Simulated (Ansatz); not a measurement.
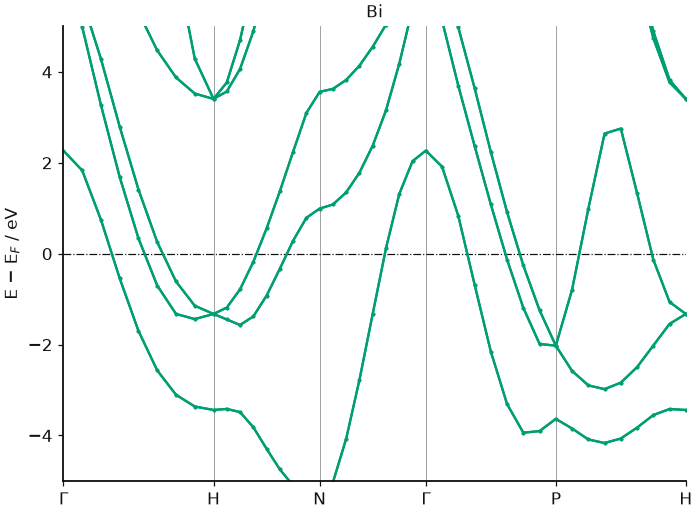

Band structure. Energies are counted from the Fermi level.

Q: Which Bravais lattice do the labels of the path belong to?

A: A body-centred cubic lattice: the path Γ–H–N–Γ–P–H runs through the special points of its Brillouin zone.

System: bcc Bi, space group Im-3m, 1 atom in the primitive cell; cubic a = 3.963 Å.

Method: PBEsol, all-electron LAPW, relativistic spinors, spin-orbit coupling, no magnetisation, 7×7×7 k mesh, Fermi-Dirac smearing of 0.05 eV (Ansatz 0.2.0).

Q: Does this material conduct, going by its bands?

A: A metal: 6 spinor bands cross the Fermi level along this path (the two partners of a degenerate pair count as two).

Q: On which lines of the path do bands cross the Fermi level?

A: Bands cross the Fermi level on every line of the path.

The k mesh is thin for a metal, so its Fermi level is uncertain. This isn't the form of Bi at room conditions, which is rhombohedral. Bands are joined in order of energy, so crossings between the computed points show as kinks or gaps.
